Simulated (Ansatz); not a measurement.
# PtSe2: geometry relaxation

PtSe2 (Fm-3m, 3 atoms in the cell), computed with DFT, PBEsol, plane waves, PAW, no spin polarisation (Ansatz 0.2.0).

The structure was built on a prototype by a generator. Figures and captions count atoms from 1; the log counts them from 0 in places.

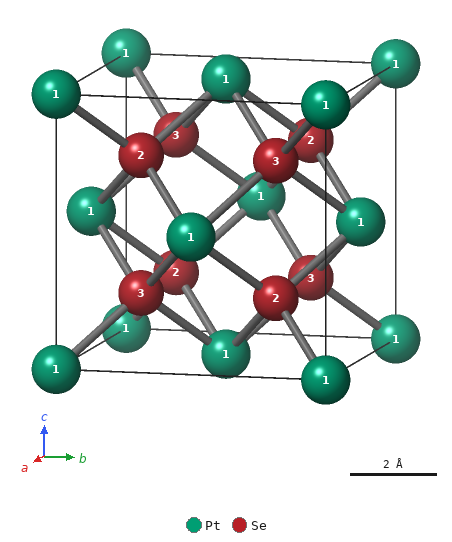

Fig. 1: The starting structure (ball-and-stick view of the cell 4 times as large as that of the calculation, set on its symmetry axes, seen slightly off an axis; atoms are numbered from 1 in the order of the input). An atom can appear more than once, as a periodic image. Near neighbours in the periodic cell (some may lie outside the picture): Pt has 8 Se at 2.81 Å; Se has 4 Pt at 2.81 Å.

Input
```yaml
crystal:
  lattice:
    - [0.0, 3.2424385794, 3.2424385794]
    - [3.2424385794, 0.0, 3.2424385794]
    - [3.2424385794, 3.2424385794, 0.0]
  atoms:
    - { symbol: Pt, position: [0.0, 0.0, 0.0] }
    - { symbol: Se, position: [0.25, 0.25, 0.25] }
    - { symbol: Se, position: [0.75, 0.75, 0.75] }
kpoints:
  mp_grid: { grid: [6, 6, 6] }
hamiltonian:
  xc: pbesol
scf:
  occupations: { method: fermi_dirac, width: 0.03 }
relax:
  f_tol: 0.01
  cell: {}
  max_steps: 120
```

Machine: 2 threads of Arm Neoverse V1, 24 GiB of memory available, shared host.

Launch command:
```bash
ansatz run input.yaml --threads 2 --pin off --max-ram 2211MiB --backend cpu --events-out ev --progress --plain --runs-dir out
```

What the program printed
```
Engine: ansatz 0.2.0, aarch64-unknown-linux-gnu
Pseudopotentials: kind: paw
Pseudopotential: Pt, paw, valence charge 18, recommended cutoff 420 eV (normal), Pt.paw.azcp
Pseudopotential: Se, paw, valence charge 16, recommended cutoff 420 eV (normal), Se.paw.azcp
Functional definition: PBEsol
  exchange = pbesol_x
  correlation = pbesol_c
Crystal: 3 atoms, lattice volume = 68.178 Å³
Basis set: ecut = 420 eV, 1363 PW (Γ), exchange–correlation on 64×64×64 points (8 copies of the dense FFT grid, shifted against one another)
Bands: 30, of which v1, the nominal top of the filled ones, is band 25 counted from 1 (24 counted from 0)
Symmetry: 48 space group operations
Space group: Fm-3m (ITA 225), of the structure as read, at distance tolerance 4.1e-5 Å
k-points: 16 of 216
Non-local potential: Pt, projectors of the file, l = 0: 3, l = 1: 2, l = 2: 2, l = 3: 1
Non-local potential: Se, projectors of the file, l = 0: 2, l = 1: 2, l = 2: 3, l = 3: 1
PAW form: soft (Blöchl's): semilocal exchange-correlation on the pseudo side does not see the compensation charge
PAW frozen core: Pt, regenerated for the run's functional, and the local potential with it (the file was generated under x = pbe(κ = 0.804, μ = 0.2195149727645171), c = pbe(β = 0.06672455060314922))
PAW frozen core: Se, regenerated for the run's functional, and the local potential with it (the file was generated under x = pbe(κ = 0.804, μ = 0.2195149727645171), c = pbe(β = 0.06672455060314922))
PAW one-centre angular grid: Pt, 590 points (default); XC on 64 Gauss nodes
PAW one-centre angular grid: Se, 590 points (default); XC on 64 Gauss nodes
Initial density: superposition of atomic densities (neutral atoms: chi_scale 0, normalization atom), corrected by the library's trained network
Initial wavefunctions: pseudopotential atomic-orbital guess
Functional: x = pbesol(κ = 0.804, μ = 0.12345679012345678), c = pbesol(β = 0.046)
SCF iter   1: F=—  HF=-23231.706178 eV  |F-HF|=—  |Δ(HF+E_count)|=         —  Δρ=8.00e-3  dr2=4.91e-2  ethr=1.77e-3  ⟨swp⟩=5.9  Hψ=1786  notcnv=0
preconditioner: auto → LDOS  [insulator: Δε(μ)=0.133 eV  Ē_g=8.667 eV  σ=0.030 eV  W_gap=0.57  n_scr=14 (ndim 8)  ℏωp=21.1 eV  f_vac=0.083  D(μ)=4.01/eV (n_scr^D=50)  ε∞_Penn≈6.9  β→1.0]
SCF iter   2: F=—  HF=-23231.698986 eV  |F-HF|=—  |Δ(HF+E_count)|=   7.19e-3  Δρ=2.65e-3  dr2=7.01e-3  ethr=9.81e-5  ⟨swp⟩=3.1  Hψ=1074  notcnv=0  defer=1
SCF iter   3: F=—  HF=-23231.697686 eV  |F-HF|=—  |Δ(HF+E_count)|=   1.30e-3  Δρ=1.48e-3  dr2=2.11e-3  ethr=1.40e-5  ⟨swp⟩=2.0  Hψ=942  notcnv=0  defer=1
SCF iter   4: F=—  HF=-23231.697123 eV  |F-HF|=—  |Δ(HF+E_count)|=   5.63e-4  Δρ=5.21e-4  dr2=3.53e-4  ethr=4.22e-6  ⟨swp⟩=2.0  Hψ=843  notcnv=0  defer=1
SCF iter   5: F=—  HF=-23231.697070 eV  |F-HF|=—  |Δ(HF+E_count)|=   5.34e-5  Δρ=1.35e-4  dr2=1.71e-5  ethr=7.07e-7  ⟨swp⟩=2.2  Hψ=824  notcnv=0  defer=1
SCF iter   6: F=—  HF=-23231.697069 eV  |F-HF|=—  |Δ(HF+E_count)|=   1.03e-6  Δρ=3.69e-5  dr2=1.19e-6  ethr=3.43e-8  ⟨swp⟩=2.1  Hψ=568  notcnv=0  defer=1
SCF iter   7: F=-23231.697069 eV  HF=-23231.697069 eV  |F-HF|=1.39e-9  |Δ(HF+E_count)|=   1.29e-7  Δρ=4.27e-6  dr2=1.16e-8  ethr=2.00e-10  ⟨swp⟩=3.1  Hψ=1838  notcnv=0
SCF 1 converged in 7 iterations: F = -23231.697069 eV  dr2 = 1.16e-8
  greatest PAW one-centre occupation: 1.000 electrons in one spin orbital (limit 2), on the Se atom at site 2 (counted from 0), in its partial waves of l = 2
relax step   1: F+E_penalty+E_count = -23231.69706868 eV  Δ(F+E_penalty+E_count) = +0.000e0 eV  max|allowed force component| = 1.850e-17 eV/Å  Δτ_max = 0.0000 Å  P = -12.066 GPa  Ω = 68.178 Å³  (7 SCF iters, dr2 threshold 1.00e-7 eV, accepted)
Crystal: 3 atoms, lattice volume = 58.685 Å³
Basis set: ecut = 420 eV, 1139 PW (Γ), exchange–correlation on 64×64×64 points (8 copies of the dense FFT grid, shifted against one another)
Initial density: handed on by an earlier stage of this run
Initial wavefunctions: those handed on with the density
iter 1 solved again at ethr=1.29e-4 eV; its pass at ethr=3.10e-3 eV (dr2=6.47e-2 eV) is discarded
SCF iter   1: F=—  HF=-23232.073467 eV  |F-HF|=—  |Δ(HF+E_count)|=         —  Δρ=8.95e-3  dr2=6.55e-2  ethr=1.29e-4  ⟨swp⟩=1.2  Hψ=2444  notcnv=0
preconditioner: auto → LDOS  [metal: Δε(μ)=0.113 eV  Ē_g=9.585 eV  σ=0.030 eV  W_gap=0.48  n_scr=14 (ndim 8)  ℏωp=22.7 eV  f_vac=0.054  D(μ)=3.34/eV (n_scr^D=26)  β→1.0]
SCF iter   2: F=—  HF=-23232.063525 eV  |F-HF|=—  |Δ(HF+E_count)|=   9.94e-3  Δρ=2.81e-3  dr2=5.97e-3  ethr=1.29e-4  ⟨swp⟩=2.9  Hψ=687  notcnv=0
SCF iter   3: F=—  HF=-23232.063378 eV  |F-HF|=—  |Δ(HF+E_count)|=   1.46e-4  Δρ=1.53e-3  dr2=2.42e-3  ethr=1.19e-5  ⟨swp⟩=2.0  Hψ=892  notcnv=0
SCF iter   4: F=—  HF=-23232.062660 eV  |F-HF|=—  |Δ(HF+E_count)|=   7.18e-4  Δρ=4.65e-4  dr2=1.72e-4  ethr=4.85e-6  ⟨swp⟩=2.0  Hψ=893  notcnv=0
SCF iter   5: F=—  HF=-23232.062630 eV  |F-HF|=—  |Δ(HF+E_count)|=   3.02e-5  Δρ=6.95e-5  dr2=2.68e-6  ethr=3.44e-7  ⟨swp⟩=2.0  Hψ=802  notcnv=0
SCF iter   6: F=—  HF=-23232.062630 eV  |F-HF|=—  |Δ(HF+E_count)|=   2.93e-7  Δρ=2.46e-5  dr2=3.99e-7  ethr=6.00e-10  ⟨swp⟩=4.4  Hψ=1842  notcnv=0
SCF iter   7: F=-23232.062630 eV  HF=-23232.062630 eV  |F-HF|=8.51e-10  |Δ(HF+E_count)|=   1.06e-7  Δρ=3.38e-6  dr2=5.96e-9  ethr=6.00e-10  ⟨swp⟩=4.0  Hψ=1729  notcnv=0
SCF 2 converged in 7 iterations: F = -23232.062630 eV  dr2 = 5.96e-9
relax step   2: F+E_penalty+E_count = -23232.06263012 eV  Δ(F+E_penalty+E_count) = -3.656e-1 eV  max|allowed force component| = 3.836e-17 eV/Å  Δτ_max = 0.0000 Å  P = +1.942 GPa  Ω = 58.685 Å³  energy of the carried Pulay correction = +1.485e-3 eV  (7 SCF iters, dr2 threshold 3.00e-7 eV, accepted)
Crystal: 3 atoms, lattice volume = 59.840 Å³
Basis set: ecut = 420 eV, 1211 PW (Γ), exchange–correlation on 64×64×64 points (8 copies of the dense FFT grid, shifted against one another)
iter 1 solved again at ethr=2.57e-6 eV; its pass at ethr=3.10e-3 eV (dr2=1.29e-3 eV) is discarded
SCF iter   1: F=—  HF=-23232.067623 eV  |F-HF|=—  |Δ(HF+E_count)|=         —  Δρ=1.35e-3  dr2=1.67e-3  ethr=2.57e-6  ⟨swp⟩=1.8  Hψ=2245  notcnv=0
preconditioner: auto → LDOS  [metal: Δε(μ)=0.041 eV  Ē_g=9.479 eV  σ=0.030 eV  W_gap=0.32  n_scr=14 (ndim 8)  ℏωp=22.5 eV  f_vac=0.059  D(μ)=4.03/eV (n_scr^D=50)  β→1.0]
SCF iter   2: F=—  HF=-23232.067390 eV  |F-HF|=—  |Δ(HF+E_count)|=   2.33e-4  Δρ=5.53e-4  dr2=2.72e-4  ethr=2.57e-6  ⟨swp⟩=2.0  Hψ=660  notcnv=0
SCF iter   3: F=—  HF=-23232.067378 eV  |F-HF|=—  |Δ(HF+E_count)|=   1.20e-5  Δρ=2.72e-4  dr2=8.31e-5  ethr=5.45e-7  ⟨swp⟩=2.0  Hψ=638  notcnv=0
SCF iter   4: F=—  HF=-23232.067352 eV  |F-HF|=—  |Δ(HF+E_count)|=   2.60e-5  Δρ=8.85e-5  dr2=6.44e-6  ethr=1.66e-7  ⟨swp⟩=2.0  Hψ=807  notcnv=0
SCF iter   5: F=-23232.067351 eV  HF=-23232.067351 eV  |F-HF|=2.26e-8  |Δ(HF+E_count)|=   1.35e-6  Δρ=1.16e-5  dr2=8.24e-8  ethr=6.00e-10  ⟨swp⟩=3.1  Hψ=2089  notcnv=0
SCF 3 converged in 5 iterations: F = -23232.067351 eV  dr2 = 8.24e-8
relax step   3: F+E_penalty+E_count = -23232.06735070 eV  Δ(F+E_penalty+E_count) = -4.721e-3 eV  max|allowed force component| = 6.187e-17 eV/Å  Δτ_max = 0.0000 Å  P = -0.532 GPa  Ω = 59.840 Å³  energy of the carried Pulay correction = +1.293e-3 eV  (5 SCF iters, dr2 threshold 3.00e-7 eV, accepted)
Crystal: 3 atoms, lattice volume = 59.588 Å³
iter 1 solved again at ethr=1.16e-7 eV; its pass at ethr=3.10e-3 eV (dr2=5.81e-5 eV) is discarded
SCF iter   1: F=—  HF=-23232.067836 eV  |F-HF|=—  |Δ(HF+E_count)|=         —  Δρ=2.89e-4  dr2=7.37e-5  ethr=1.16e-7  ⟨swp⟩=2.0  Hψ=2204  notcnv=0
preconditioner: auto → LDOS  [metal: Δε(μ)=0.032 eV  Ē_g=9.503 eV  σ=0.030 eV  W_gap=0.26  n_scr=14 (ndim 8)  ℏωp=22.6 eV  f_vac=0.059  D(μ)=3.86/eV (n_scr^D=50)  β→1.0]
SCF iter   2: F=—  HF=-23232.067826 eV  |F-HF|=—  |Δ(HF+E_count)|=   9.62e-6  Δρ=1.11e-4  dr2=1.07e-5  ethr=1.16e-7  ⟨swp⟩=2.1  Hψ=630  notcnv=0
SCF iter   3: F=—  HF=-23232.067826 eV  |F-HF|=—  |Δ(HF+E_count)|=   3.62e-7  Δρ=5.60e-5  dr2=3.42e-6  ethr=2.14e-8  ⟨swp⟩=2.0  Hψ=638  notcnv=0
SCF iter   4: F=-23232.067825 eV  HF=-23232.067825 eV  |F-HF|=2.65e-7  |Δ(HF+E_count)|=   1.06e-6  Δρ=1.88e-5  dr2=2.91e-7  ethr=6.00e-10  ⟨swp⟩=2.4  Hψ=1769  notcnv=0
SCF 4 converged in 4 iterations: F = -23232.067825 eV  dr2 = 2.91e-7
relax step   4: F+E_penalty+E_count = -23232.06782456 eV  Δ(F+E_penalty+E_count) = -4.739e-4 eV  max|allowed force component| = 4.780e-17 eV/Å  Δτ_max = 0.0000 Å  P = -0.016 GPa  Ω = 59.588 Å³  energy of the carried Pulay correction = +1.335e-3 eV  (4 SCF iters, dr2 threshold 3.00e-7 eV, accepted)
Basis set: ecut = 420 eV, 1211 PW (Γ), exchange–correlation on 60×60×60 points (8 copies of the dense FFT grid, shifted against one another)
Initial wavefunctions: pseudopotential atomic-orbital guess (no wavefunctions were taken with the density)
iter 1 solved again at ethr=4.57e-8 eV; its pass at ethr=3.10e-3 eV (dr2=2.29e-5 eV) is discarded
SCF iter   1: F=—  HF=-23232.066175 eV  |F-HF|=—  |Δ(HF+E_count)|=         —  Δρ=2.13e-4  dr2=4.01e-6  ethr=4.57e-8  ⟨swp⟩=3.8  Hψ=3086  notcnv=0
preconditioner: auto → LDOS  [metal: Δε(μ)=0.033 eV  Ē_g=9.503 eV  σ=0.030 eV  W_gap=0.27  n_scr=14 (ndim 8)  ℏωp=22.6 eV  f_vac=0.059  D(μ)=3.89/eV (n_scr^D=50)  β→1.0]
SCF iter   2: F=—  HF=-23232.066178 eV  |F-HF|=—  |Δ(HF+E_count)|=   2.55e-6  Δρ=3.46e-5  dr2=4.08e-7  ethr=8.02e-9  ⟨swp⟩=2.0  Hψ=881  notcnv=0
SCF iter   3: F=—  HF=-23232.066177 eV  |F-HF|=—  |Δ(HF+E_count)|=   6.19e-7  Δρ=1.15e-5  dr2=9.68e-8  ethr=8.16e-10  ⟨swp⟩=2.0  Hψ=886  notcnv=0
SCF iter   4: F=—  HF=-23232.066177 eV  |F-HF|=—  |Δ(HF+E_count)|=   4.70e-8  Δρ=5.00e-6  dr2=2.42e-8  ethr=1.94e-10  ⟨swp⟩=2.0  Hψ=801  notcnv=0
SCF iter   5: F=—  HF=-23232.066177 eV  |F-HF|=—  |Δ(HF+E_count)|=   3.43e-9  Δρ=2.34e-6  dr2=5.09e-9  ethr=4.84e-11  ⟨swp⟩=1.1  Hψ=481  notcnv=0
SCF iter   6: F=—  HF=-23232.066177 eV  |F-HF|=—  |Δ(HF+E_count)|=  9.53e-10  Δρ=4.05e-7  dr2=6.45e-11  ethr=1.02e-11  ⟨swp⟩=2.5  Hψ=729  notcnv=0
SCF iter   7: F=-23232.066177 eV  HF=-23232.066177 eV  |F-HF|=3.64e-12  |Δ(HF+E_count)|=  1.82e-11  Δρ=2.79e-8  dr2=4.60e-13  ethr=1.00e-12  ⟨swp⟩=5.2  Hψ=1976  notcnv=0
SCF 5 converged in 7 iterations: F = -23232.066177 eV  dr2 = 4.60e-13
relax step   5: F+E_penalty+E_count = -23232.06617696 eV  Δ(F+E_penalty+E_count) = +1.648e-3 eV  max|allowed force component| = 3.855e-17 eV/Å  Δτ_max = 0.0000 Å  P = -0.007 GPa  Ω = 59.588 Å³  stress off target by 7.36e-3 GPa  SCF on the basis re-selected at this cell (its energy is not comparable with the rows above)  (7 SCF iters)
```

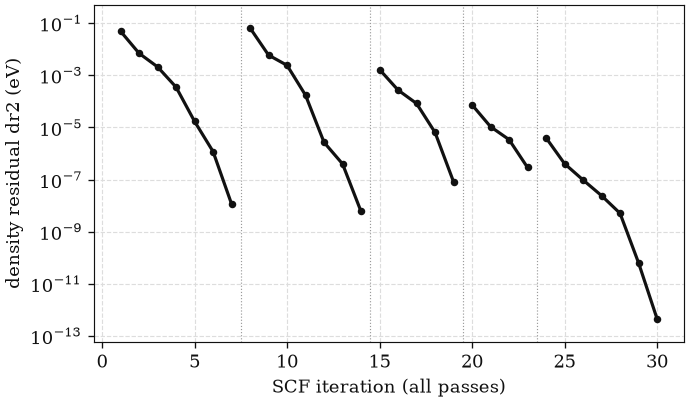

Fig. 2: Convergence of the self-consistent field: density residual dr2 against the SCF iteration. The dotted lines part the SCF passes of the relaxation: geometry steps, rejected trials and re-solves on a re-selected basis. The 5 passes take 4 to 7 iterations each, 30 in all.

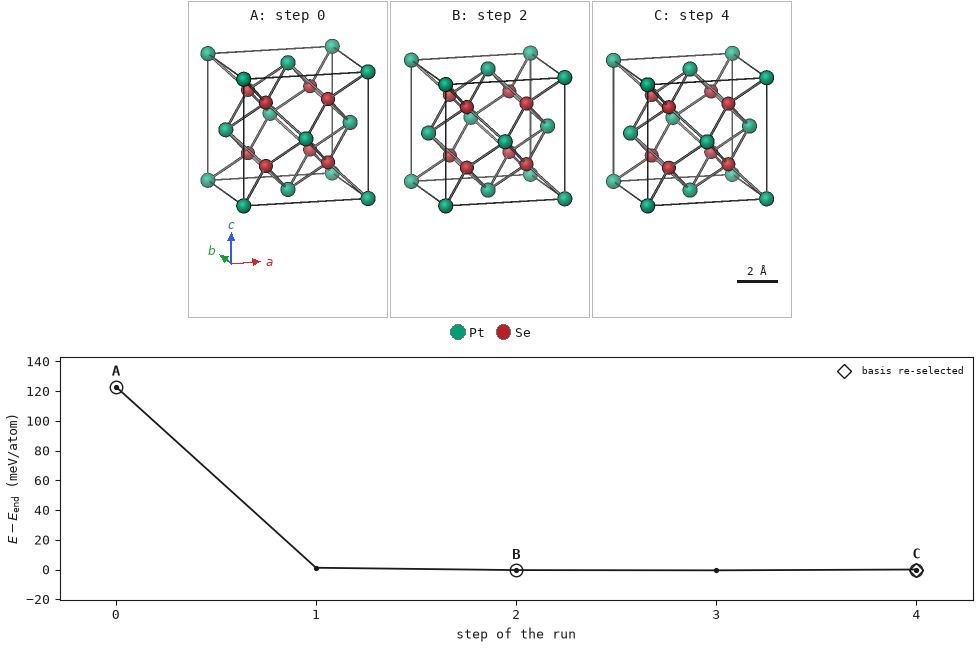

Fig. 3: Frames of the relaxation (ball-and-stick view of the cell 4 times as large as that of the calculation, set on its symmetry axes, seen slightly off an axis) above the curves, on which the letters mark them (the first geometry is step 0 here and step 1 in the log).

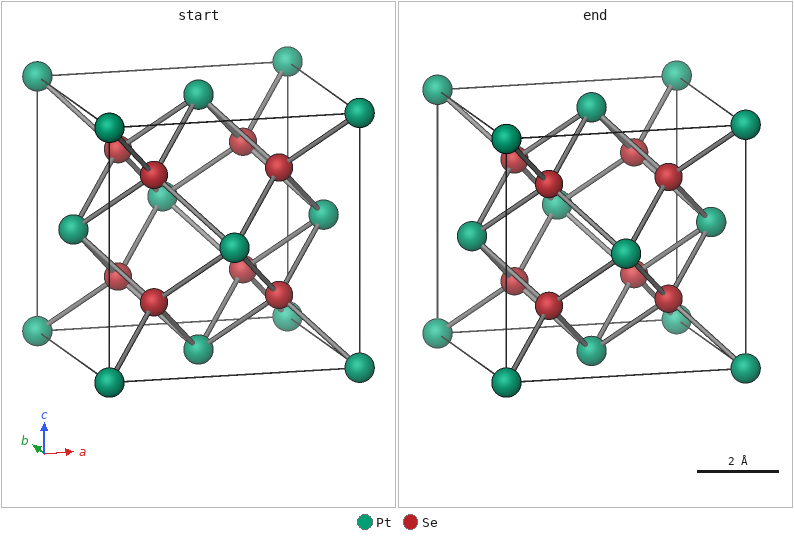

Fig. 4: Before (left) and after (right) the relaxation, at one scale (ball-and-stick view of the cell 4 times as large as that of the calculation, set on its symmetry axes, seen slightly off an axis). The atoms keep their places relative to the cell (all moves are under 0.005 Å). The volume changes by −12.6 %, with a = b = c 6.485 → 6.200 Å (−4.4 %). Among the contacts that change: Pt1–Se2 2.808 → 2.685 Å. The space group stays Fm-3m (No. 225). The energy falls by 124 meV per atom in 3 geometry steps. All forces vanish by symmetry, so only the cell relaxes. The pressure goes from −12.07 to −0.01 GPa. A last SCF at the same geometry on a re-selected plane-wave basis shifts the energy by +0.5 meV per atom. (Atoms are counted from 1 in the order of the input.)

```
basis re-selected at this cell: Δ(F+E_penalty+E_count) = +1.648e-3 eV, ΔP = +0.008 GPa vs the last step (what re-selecting the basis moved, of the pressure what is left beyond the Pulay correction that the steps carried, after the strain that the cell walked since its last selection, with what the two solves' SCF thresholds leave and, on support functions, any second-order correction that the steps lacked; it is no measure of the basis error at this ecutwfc). The dense FFT grid was sized anew with the basis: this SCF ran on 30×30×30 points, the steps before it on 32×32×32, so part of this shift can come from that change (see relax.cell in the input reference). This SCF's stress stands 7.36e-3 GPa from its target on what of the cell is left free (relax.cell.stress_tol is 5.00e-2 GPa) and its largest allowed force component is 3.85e-17 eV/Å (relax.f_tol is 1.00e-2 eV/Å): within both
SCF converged after 7 iterations
Free energy (F): -23232.066177 eV
Harris-Foulkes:  -23232.066177 eV  (|F-HF|=3.64e-12)
Internal energy: -23232.054371 eV  (E = F + TS)
E sigma→0 (E₀):  -23232.060274 eV
Entropy (-TS):   -0.011806 eV (-3.935 meV/atom)
Fermi energy:    14.163588 eV
--- Per-component energies (eV) ---
  E_band       = -938.761864
  E_kinetic    = 872.348264
  E_local      = -6397.350677  (includes V_loc(G=0)·N_el)
  E_nonlocal   = -978.206634
  E_hartree    = 2960.542300
  E_xc         = -466.270213
  E_vxc        = -497.566827  (∫ρ·V_xc dr)
  E_paw        = -13053.832665  (= ΣΔE_a)
  E_vpaw       = 140.930377  (= ΣTr[D̂ρ^β])
  E_aug_tail   = -0.000952  (compensation charges beyond the density's cutoff)
  E_ewald      = -6171.587675
  E_core_change = 2.303882  (= ΣΔE_core)
  E_smearing   = -0.011806  (= −TS)
  E_closure    = 0.000000  (closes the sum)
  Σ components = -23232.066177   (vs F -23232.066177, Δ=0.00e0)
--- Forces (eV/Å), atoms counted from 1 ---
  atom   1  Pt     0.00000000    -0.00000000     0.00000000
  atom   2  Se    -0.00000000    -0.00000000    -0.00000000
  atom   3  Se     0.00000000     0.00000000     0.00000000
  max |Σ_I F_I| component: 9.25e-18 eV/Å
--- Stress (GPa, compression-positive) ---
       -0.007363       0.000000      -0.000000
        0.000000      -0.007363       0.000000
       -0.000000       0.000000      -0.007363
  P = ⅓ Tr σ = -0.0074 GPa (-0.074 kbar)
--- Relaxed structure (4 steps of the walk, 4 accepted, 1 SCFs on fresh bases) ---
  F+E_penalty+E_count = -23232.06617696 eV   max|allowed force component| = 3.855e-17 eV/Å   (the final SCF, on the basis selected at the relaxed cell)
  cell:  # Å, volume = 59.5875 Å³
    - [2.0347651676676413e-33, 3.100096015434895, 3.100096015434895]
    - [3.100096015434895, 1.146458707401508e-33, 3.100096015434895]
    - [3.100096015434895, 3.100096015434895, 2.0043123582522882e-34]
  atoms:
    - { symbol: Pt, position: [-4.7113312302679166e-36, -3.138094632034811e-35, 5.705802377778638e-35] }
    - { symbol: Se, position: [0.25, 0.25, 0.25] }
    - { symbol: Se, position: [0.7500000000000001, 0.7500000000000001, 0.7500000000000001] }
```

Trajectory as extended XYZ (Å, eV, eV/Å), 5 frames, from step=1 to step=5
```
3
Lattice="0.0000 3.2424 3.2424 3.2424 0.0000 3.2424 3.2424 3.2424 0.0000" Properties=species:S:1:pos:R:3:forces:R:3 step=1 energy=-23231.69707 pressure_GPa=-12.07
Pt    0.0000    0.0000    0.0000    0.0000   0.0000   0.0000
Se    1.6212    1.6212    1.6212    0.0000   0.0000   0.0000
Se    4.8637    4.8637    4.8637    0.0000   0.0000   0.0000
3
Lattice="0.0000 3.0844 3.0844 3.0844 0.0000 3.0844 3.0844 3.0844 0.0000" Properties=species:S:1:pos:R:3:forces:R:3 step=2 energy=-23232.06263 pressure_GPa=1.94
Pt    0.0000    0.0000    0.0000    0.0000   0.0000   0.0000
Se    1.5422    1.5422    1.5422    0.0000   0.0000   0.0000
Se    4.6266    4.6266    4.6266    0.0000   0.0000   0.0000
3
Lattice="0.0000 3.1045 3.1045 3.1045 0.0000 3.1045 3.1045 3.1045 0.0000" Properties=species:S:1:pos:R:3:forces:R:3 step=3 energy=-23232.06735 pressure_GPa=-0.53
Pt    0.0000    0.0000    0.0000    0.0000   0.0000   0.0000
Se    1.5522    1.5522    1.5522    0.0000   0.0000   0.0000
Se    4.6567    4.6567    4.6567    0.0000   0.0000   0.0000
3
Lattice="0.0000 3.1001 3.1001 3.1001 0.0000 3.1001 3.1001 3.1001 0.0000" Properties=species:S:1:pos:R:3:forces:R:3 step=4 energy=-23232.06782 pressure_GPa=-0.02
Pt    0.0000    0.0000    0.0000    0.0000   0.0000   0.0000
Se    1.5500    1.5500    1.5500    0.0000   0.0000   0.0000
Se    4.6501    4.6501    4.6501    0.0000   0.0000   0.0000
3
Lattice="0.0000 3.1001 3.1001 3.1001 0.0000 3.1001 3.1001 3.1001 0.0000" Properties=species:S:1:pos:R:3:forces:R:3 step=5 energy=-23232.06618 pressure_GPa=-0.01
Pt    0.0000    0.0000    0.0000    0.0000   0.0000   0.0000
Se    1.5500    1.5500    1.5500    0.0000   0.0000   0.0000
Se    4.6501    4.6501    4.6501    0.0000   0.0000   0.0000
```

Key numbers

| quantity | value |
| --- | --- |
| outcome | converged |
| space group (tolerance 0.01 Å) | Fm-3m (225) |
| electrons treated | 50 |
| free energy | −23232.0662 eV |
| Fermi energy | 14.164 eV |
| pressure | −0.01 GPa |
| final volume | 59.59 Å³ |
| largest force (length of the vector) at the end | under 0.001 eV/Å |
| final cell | a = 4.384 Å, b = 4.384 Å, c = 4.384 Å, α = 60.00°, β = 60.00°, γ = 60.00° |
| wall time | 5.3 s (CPU time 9.9 s) |
| peak memory | 0.35 GiB |

Spin–orbit coupling is left out, which matters for Pt.
